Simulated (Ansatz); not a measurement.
**Geometry relaxation of MoS2 (part 3 of 3)**

Continued. System: MoS2 (P-3m1, 6 atoms in the cell). Method: DFT PBE+D3(BJ), scalar-relativistic, plane waves, PAW, no spin polarisation (Ansatz 0.2.0); cutoff 420 eV, 12×12×2 k-mesh, Gaussian smearing of 0.02 eV. The structure derives from a Materials Project entry.

Geometry of the input (Å; fractional positions):
```
3.1845  0.0000  0.0000
-1.5923  2.7579  0.0000
0.0000  0.0000  21.6705
Mo 0.6667  0.3333  0.1488
Mo 0.3333  0.6667  0.8512
S  0.3333  0.6667  0.2204
S  0.6667  0.3333  0.9227
S  0.3333  0.6667  0.0773
S  0.6667  0.3333  0.7796
```

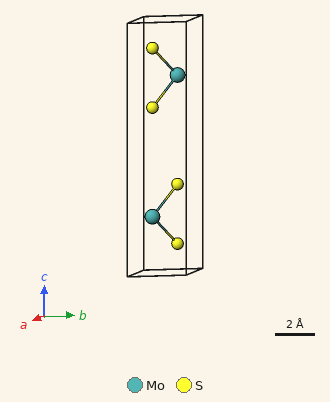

Figure 1. The geometry at step 25 of the log (ball-and-stick view of the cell of the calculation, seen slightly off an axis).

## Trajectory as extended XYZ, continued
```
6
Lattice="3.1518 0.0000 0.0000 -1.5759 2.7295 0.0000 0.0000 0.0000 16.7237" Properties=species:S:1:pos:R:3:forces:R:3 step=15 energy=-13527.82715 pressure_GPa=0.00
Mo    1.5759    0.9098    3.0045    0.0000   0.0000   0.1956
Mo    0.0000    1.8197   13.7191    0.0000   0.0000  -0.1956
S     0.0000    1.8197    4.5778    0.0000   0.0000  -0.0811
S     1.5759    0.9098   15.2786    0.0000   0.0000   0.0826
S     0.0000    1.8197    1.4451    0.0000   0.0000  -0.0826
S     1.5759    0.9098   12.1459    0.0000   0.0000   0.0811
6
Lattice="3.1543 0.0000 0.0000 -1.5771 2.7317 0.0000 0.0000 0.0000 16.0488" Properties=species:S:1:pos:R:3:forces:R:3 step=16 energy=-13527.82686 pressure_GPa=0.32 accepted=F
Mo    1.5771    0.9106    2.9893    0.0000   0.0000  -0.4195
Mo    0.0000    1.8211   13.0595    0.0000   0.0000   0.4195
S     0.0000    1.8211    4.5366    0.0000   0.0000   0.3305
S     1.5771    0.9106   14.6333    0.0000   0.0000  -0.1609
S     0.0000    1.8211    1.4154    0.0000   0.0000   0.1609
S     1.5771    0.9106   11.5122    0.0000   0.0000  -0.3305
6
Lattice="3.1507 0.0000 0.0000 -1.5754 2.7286 0.0000 0.0000 0.0000 16.5723" Properties=species:S:1:pos:R:3:forces:R:3 step=17 energy=-13527.83002 pressure_GPa=-0.40
Mo    1.5754    0.9095    3.0375    0.0000   0.0000  -0.0502
Mo    0.0000    1.8191   13.5348    0.0000   0.0000   0.0502
S     0.0000    1.8191    4.6087    0.0000   0.0000  -0.0626
S     1.5754    0.9095   15.1080    0.0000   0.0000  -0.1205
S     0.0000    1.8191    1.4643    0.0000   0.0000   0.1205
S     1.5754    0.9095   11.9636    0.0000   0.0000   0.0626
6
Lattice="3.1547 0.0000 0.0000 -1.5773 2.7320 0.0000 0.0000 0.0000 16.2246" Properties=species:S:1:pos:R:3:forces:R:3 step=18 energy=-13527.83439 pressure_GPa=0.11
Mo    1.5773    0.9107    3.0225    0.0000   0.0000   0.0064
Mo    0.0000    1.8214   13.2021    0.0000   0.0000  -0.0064
S     0.0000    1.8214    4.5850    0.0000   0.0000   0.0851
S     1.5773    0.9107   14.7630    0.0000   0.0000   0.0769
S     0.0000    1.8214    1.4617    0.0000   0.0000  -0.0769
S     1.5773    0.9107   11.6397    0.0000   0.0000  -0.0851
6
Lattice="3.1491 0.0000 0.0000 -1.5745 2.7272 0.0000 0.0000 0.0000 15.8162" Properties=species:S:1:pos:R:3:forces:R:3 step=19 energy=-13527.84079 pressure_GPa=0.35
Mo    1.5745    0.9091    3.0108    0.0000   0.0000  -0.0081
Mo    0.0000    1.8181   12.8054    0.0000   0.0000   0.0081
S     0.0000    1.8181    4.5749    0.0000   0.0000   0.0898
S     1.5745    0.9091   14.3691    0.0000   0.0000   0.0466
S     0.0000    1.8181    1.4471    0.0000   0.0000  -0.0466
S     1.5745    0.9091   11.2412    0.0000   0.0000  -0.0898
6
Lattice="3.1528 0.0000 0.0000 -1.5764 2.7304 0.0000 0.0000 0.0000 15.3743" Properties=species:S:1:pos:R:3:forces:R:3 step=20 energy=-13527.85123 pressure_GPa=0.05
Mo    1.5764    0.9101    3.0210    0.0000   0.0000   0.0077
Mo    0.0000    1.8203   12.3534    0.0000   0.0000  -0.0077
S     0.0000    1.8203    4.5855    0.0000   0.0000   0.0636
S     1.5764    0.9101   13.9164    0.0000   0.0000   0.0430
S     0.0000    1.8203    1.4579    0.0000   0.0000  -0.0430
S     1.5764    0.9101   10.7888    0.0000   0.0000  -0.0636
6
Lattice="3.1530 0.0000 0.0000 -1.5765 2.7306 0.0000 0.0000 0.0000 14.8521" Properties=species:S:1:pos:R:3:forces:R:3 step=21 energy=-13527.86371 pressure_GPa=0.37
Mo    1.5765    0.9102    3.0031    0.0000   0.0000   0.0083
Mo    0.0000    1.8204   11.8490    0.0000   0.0000  -0.0083
S     0.0000    1.8204    4.5634    0.0000   0.0000   0.1494
S     1.5765    0.9102   13.4081    0.0000   0.0000   0.1025
S     0.0000    1.8204    1.4440    0.0000   0.0000  -0.1025
S     1.5765    0.9102   10.2887    0.0000   0.0000  -0.1494
6
Lattice="3.1528 0.0000 0.0000 -1.5764 2.7304 0.0000 0.0000 0.0000 14.4599" Properties=species:S:1:pos:R:3:forces:R:3 step=22 energy=-13527.88025 pressure_GPa=0.40
Mo    1.5764    0.9101    3.0132    0.0000   0.0000   0.0204
Mo    0.0000    1.8203   11.4468    0.0000   0.0000  -0.0204
S     0.0000    1.8203    4.5730    0.0000   0.0000   0.1683
S     1.5764    0.9101   13.0047    0.0000   0.0000   0.1353
S     0.0000    1.8203    1.4552    0.0000   0.0000  -0.1353
S     1.5764    0.9101    9.8869    0.0000   0.0000  -0.1683
6
Lattice="3.1550 0.0000 0.0000 -1.5775 2.7323 0.0000 0.0000 0.0000 13.9749" Properties=species:S:1:pos:R:3:forces:R:3 step=23 energy=-13527.90013 pressure_GPa=0.70
Mo    1.5775    0.9108    2.9929    0.0000   0.0000   0.0206
Mo    0.0000    1.8215   10.9820    0.0000   0.0000  -0.0206
S     0.0000    1.8215    4.5471    0.0000   0.0000   0.2749
S     1.5775    0.9108   12.5348    0.0000   0.0000   0.2057
S     0.0000    1.8215    1.4401    0.0000   0.0000  -0.2057
S     1.5775    0.9108    9.4278    0.0000   0.0000  -0.2749
6
Lattice="3.1532 0.0000 0.0000 -1.5766 2.7308 0.0000 0.0000 0.0000 13.6977" Properties=species:S:1:pos:R:3:forces:R:3 step=24 energy=-13527.92751 pressure_GPa=0.48
Mo    1.5766    0.9103    3.0211    0.0000   0.0000   0.0372
Mo    0.0000    1.8205   10.6767    0.0000   0.0000  -0.0372
S     0.0000    1.8205    4.5788    0.0000   0.0000   0.2319
S     1.5766    0.9103   12.2318    0.0000   0.0000   0.1936
S     0.0000    1.8205    1.4659    0.0000   0.0000  -0.1936
S     1.5766    0.9103    9.1189    0.0000   0.0000  -0.2319
6
Lattice="3.1514 0.0000 0.0000 -1.5757 2.7292 0.0000 0.0000 0.0000 13.2812" Properties=species:S:1:pos:R:3:forces:R:3 step=25 energy=-13527.96417 pressure_GPa=0.44
Mo    1.5757    0.9097    3.0028    0.0000   0.0000   0.0408
Mo    0.0000    1.8195   10.2784    0.0000   0.0000  -0.0408
S     0.0000    1.8195    4.5622    0.0000   0.0000   0.2250
S     1.5757    0.9097   11.8358    0.0000   0.0000   0.1439
S     0.0000    1.8195    1.4455    0.0000   0.0000  -0.1439
S     1.5757    0.9097    8.7191    0.0000   0.0000  -0.2250
6
Lattice="3.1504 0.0000 0.0000 -1.5752 2.7283 0.0000 0.0000 0.0000 12.9004" Properties=species:S:1:pos:R:3:forces:R:3 step=26 energy=-13528.00531 pressure_GPa=0.44
Mo    1.5752    0.9094    2.9907    0.0000   0.0000   0.0418
Mo    0.0000    1.8189    9.9097    0.0000   0.0000  -0.0418
S     0.0000    1.8189    4.5504    0.0000   0.0000   0.2351
S     1.5752    0.9094   11.4679    0.0000   0.0000   0.1184
S     0.0000    1.8189    1.4325    0.0000   0.0000  -0.1184
S     1.5752    0.9094    8.3500    0.0000   0.0000  -0.2351
6
Lattice="3.1498 0.0000 0.0000 -1.5749 2.7278 0.0000 0.0000 0.0000 12.5577" Properties=species:S:1:pos:R:3:forces:R:3 step=27 energy=-13528.04858 pressure_GPa=0.41
Mo    1.5749    0.9093    2.9852    0.0000   0.0000   0.0370
Mo    0.0000    1.8185    9.5725    0.0000   0.0000  -0.0370
S     0.0000    1.8185    4.5454    0.0000   0.0000   0.2238
S     1.5749    0.9093   11.1320    0.0000   0.0000   0.0890
S     0.0000    1.8185    1.4256    0.0000   0.0000  -0.0890
S     1.5749    0.9093    8.0123    0.0000   0.0000  -0.2238
6
Lattice="3.1494 0.0000 0.0000 -1.5747 2.7274 0.0000 0.0000 0.0000 12.2892" Properties=species:S:1:pos:R:3:forces:R:3 step=28 energy=-13528.08427 pressure_GPa=-0.22
Mo    1.5747    0.9091    2.9902    0.0000   0.0000   0.0249
Mo    0.0000    1.8183    9.2990    0.0000   0.0000  -0.0249
S     0.0000    1.8183    4.5572    0.0000   0.0000   0.0611
S     1.5747    0.9091   10.8660    0.0000   0.0000  -0.0546
S     0.0000    1.8183    1.4232    0.0000   0.0000   0.0546
S     1.5747    0.9091    7.7320    0.0000   0.0000  -0.0611
6
Lattice="3.1493 0.0000 0.0000 -1.5747 2.7274 0.0000 0.0000 0.0000 11.7901" Properties=species:S:1:pos:R:3:forces:R:3 step=29 energy=-13528.07477 pressure_GPa=2.51 accepted=F
Mo    1.5747    0.9091    2.9310    0.0000   0.0000   0.0576
Mo    0.0000    1.8183    8.8591    0.0000   0.0000  -0.0576
S     0.0000    1.8183    4.4778    0.0000   0.0000   0.3256
S     1.5747    0.9091   10.4031    0.0000   0.0000   0.3308
S     0.0000    1.8183    1.3870    0.0000   0.0000  -0.3308
S     1.5747    0.9091    7.3123    0.0000   0.0000  -0.3256
6
Lattice="3.1492 0.0000 0.0000 -1.5746 2.7273 0.0000 0.0000 0.0000 12.1593" Properties=species:S:1:pos:R:3:forces:R:3 step=30 energy=-13528.09611 pressure_GPa=-0.11
Mo    1.5746    0.9091    2.9968    0.0000   0.0000   0.0213
Mo    0.0000    1.8182    9.1625    0.0000   0.0000  -0.0213
S     0.0000    1.8182    4.5635    0.0000   0.0000   0.0306
S     1.5746    0.9091   10.7290    0.0000   0.0000  -0.0374
S     0.0000    1.8182    1.4303    0.0000   0.0000   0.0374
S     1.5746    0.9091    7.5958    0.0000   0.0000  -0.0306
6
Lattice="3.1492 0.0000 0.0000 -1.5746 2.7273 0.0000 0.0000 0.0000 12.0996" Properties=species:S:1:pos:R:3:forces:R:3 step=31 energy=-13528.10018 pressure_GPa=0.00
Mo    1.5746    0.9091    3.0121    0.0000   0.0000   0.0089
Mo    0.0000    1.8182    9.0875    0.0000   0.0000  -0.0089
S     0.0000    1.8182    4.5780    0.0000   0.0000   0.0116
S     1.5746    0.9091   10.6533    0.0000   0.0000  -0.0085
S     0.0000    1.8182    1.4463    0.0000   0.0000   0.0085
S     1.5746    0.9091    7.5216    0.0000   0.0000  -0.0116
6
Lattice="3.1493 0.0000 0.0000 -1.5746 2.7274 0.0000 0.0000 0.0000 12.0941" Properties=species:S:1:pos:R:3:forces:R:3 step=32 energy=-13528.10055 pressure_GPa=-0.00
Mo    1.5746    0.9091    3.0209    0.0000   0.0000   0.0013
Mo    0.0000    1.8182    9.0732    0.0000   0.0000  -0.0013
S     0.0000    1.8182    4.5867    0.0000   0.0000   0.0026
S     1.5746    0.9091   10.6391    0.0000   0.0000  -0.0022
S     0.0000    1.8182    1.4550    0.0000   0.0000   0.0022
S     1.5746    0.9091    7.5074    0.0000   0.0000  -0.0026
6
Lattice="3.1493 0.0000 0.0000 -1.5746 2.7274 0.0000 0.0000 0.0000 12.0928" Properties=species:S:1:pos:R:3:forces:R:3 step=33 energy=-13528.10057 pressure_GPa=0.00
Mo    1.5746    0.9091    3.0232    0.0000   0.0000  -0.0004
Mo    0.0000    1.8182    9.0696    0.0000   0.0000   0.0004
S     0.0000    1.8182    4.5891    0.0000   0.0000   0.0001
S     1.5746    0.9091   10.6355    0.0000   0.0000  -0.0002
S     0.0000    1.8182    1.4574    0.0000   0.0000   0.0002
S     1.5746    0.9091    7.5038    0.0000   0.0000  -0.0001
6
Lattice="3.1493 0.0000 0.0000 -1.5746 2.7274 0.0000 0.0000 0.0000 12.0928" Properties=species:S:1:pos:R:3:forces:R:3 step=34 energy=-13528.09780 pressure_GPa=-0.00
Mo    1.5746    0.9091    3.0232    0.0000   0.0000  -0.0004
Mo    0.0000    1.8182    9.0696    0.0000   0.0000   0.0004
S     0.0000    1.8182    4.5891    0.0000   0.0000   0.0005
S     1.5746    0.9091   10.6355    0.0000   0.0000   0.0002
S     0.0000    1.8182    1.4574    0.0000   0.0000  -0.0002
S     1.5746    0.9091    7.5038    0.0000   0.0000  -0.0005
```

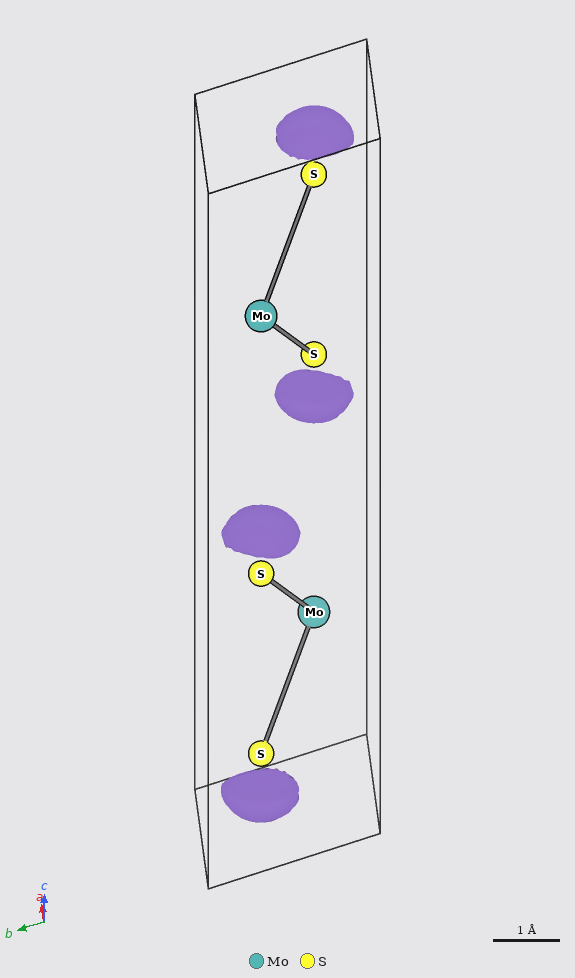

Figure 2. Isosurface of the electron localisation function at 0.9 (purple), seen at an oblique angle. Only the valence region is drawn (cores and ρ < 0.01 e/Å³ removed). Sticks mark near contacts. The outline is the cell set on symmetry axes. Along the contacts the grid gives the following. Mo–S (2.40 Å): the ELF is about 0.45 at the midpoint. The fields are those of the smooth PAW valence density.

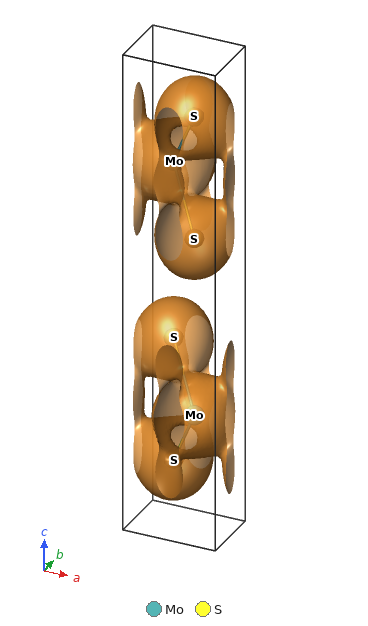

Figure 3. Isosurface of the valence electron density at 0.5 e/Å³ (orange), seen slightly off an axis. Sticks mark near contacts. The outline is the cell set on symmetry axes. At this value the density is joined into sheets; it holds about 70 % of the electrons treated as valence (semicore included). On the grid the lowest density along these lines, outside the cores, is 0.61 e/Å³ (Mo–S, 2.40 Å).

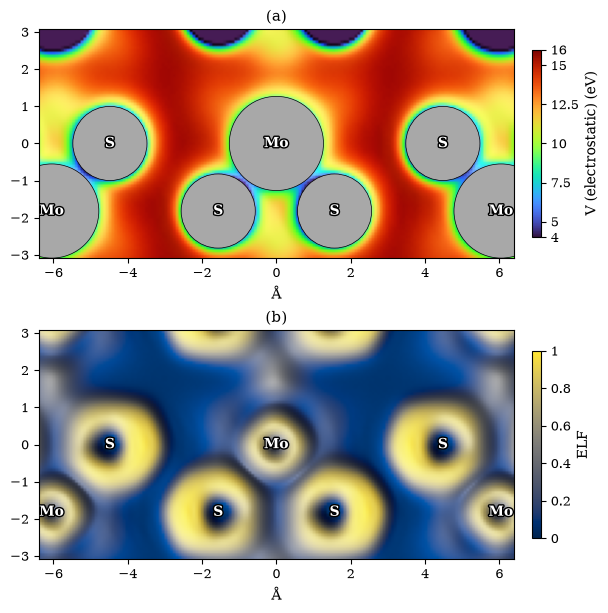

Figure 4. (a) electrostatic potential (local pseudopotential plus Hartree) felt by an electron; (b) ELF on the (110) plane of the conventional cell. Grey discs, where drawn, cover atomic cores. Mo–S (2.40 Å): the ELF is about 0.45 at the midpoint. The strong features right at Mo lie inside the PAW spheres (semicore, d or f shells) and say nothing about bonding. Outside the cores the potential energy rises away from the atoms and is highest about 2.3 Å from the nearest atoms; outside the discs it spans about 12 eV, and its zero is arbitrary.

## Results in brief

```tsv
quantity	value
outcome	converged
space group (tolerance 0.01 Å)	P-3m1 (164) → P6₃/mmc (194)
electrons treated	52
free energy	−13528.0978 eV
Fermi energy	11.858 eV
gap on the k-point mesh	0.79 eV
pressure	0.00 GPa
final volume	103.87 Å³
largest force (length of the vector) at the end	0.001 eV/Å
final cell	a = 3.149 Å, b = 3.149 Å, c = 12.093 Å, α = 90.00°, β = 90.00°, γ = 120.00°
hardware	4 threads of AMD EPYC (Zen 3), 32 GiB of memory available, shared host
wall time	1.9 min (CPU time 7.3 min)
peak memory	0.64 GiB
```
